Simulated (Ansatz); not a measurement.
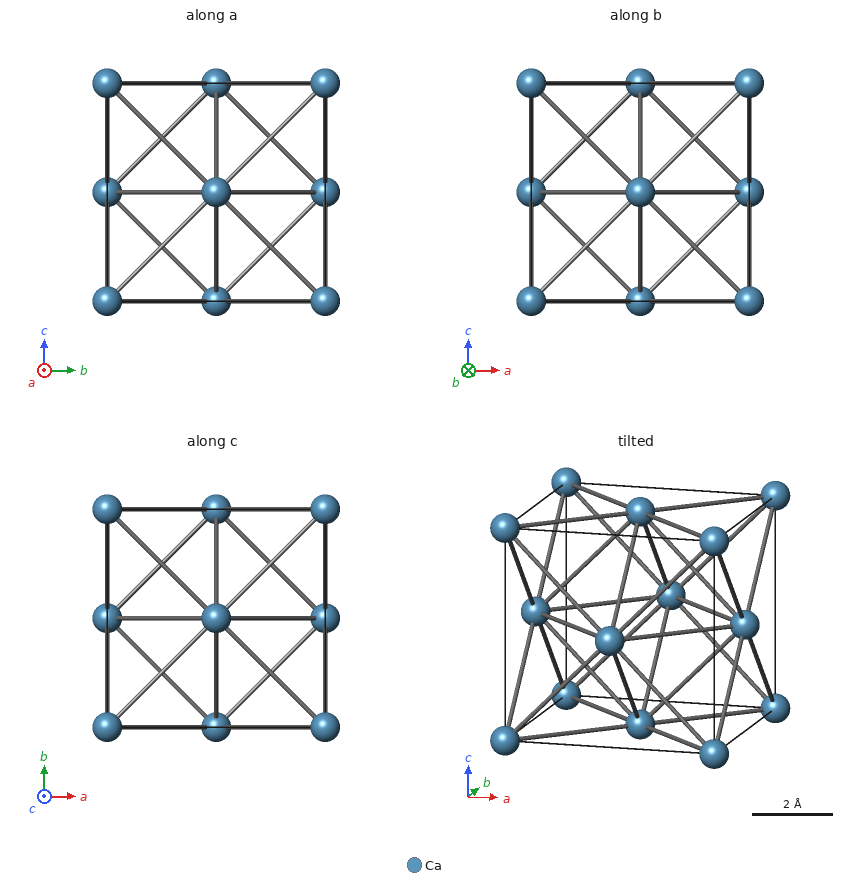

Shown here is a ball-and-stick view of the crystal, taken along the a axis, along the b axis, along the c axis and slightly off an axis. One conventional unit cell is outlined, and atoms on its boundary appear in each equivalent place.

Lattice parameters: a = 5.5119 Å, b = 5.5119 Å, c = 5.5119 Å, α = 90.000°, β = 90.000°, γ = 90.000°.

Write down what is shown as a CIF in P1 with every atom of the cell.

Answer.
```cif
data_structure
_symmetry_space_group_name_H-M 'P 1'
_symmetry_Int_Tables_number 1
_cell_length_a 5.5119
_cell_length_b 5.5119
_cell_length_c 5.5119
_cell_angle_alpha 90.000
_cell_angle_beta 90.000
_cell_angle_gamma 90.000
_cell_volume 167.46
loop_
_atom_site_label
_atom_site_type_symbol
_atom_site_fract_x
_atom_site_fract_y
_atom_site_fract_z
_atom_site_occupancy
Ca1 Ca 0.0000 0.0000 0.0000 1
Ca2 Ca 0.0000 0.5000 0.5000 1
Ca3 Ca 0.5000 0.0000 0.5000 1
Ca4 Ca 0.5000 0.5000 0.0000 1
```

Provenance: the standard structure of this element. The cell was then strained or its atoms displaced on purpose. A calculation with Ansatz used it as input.
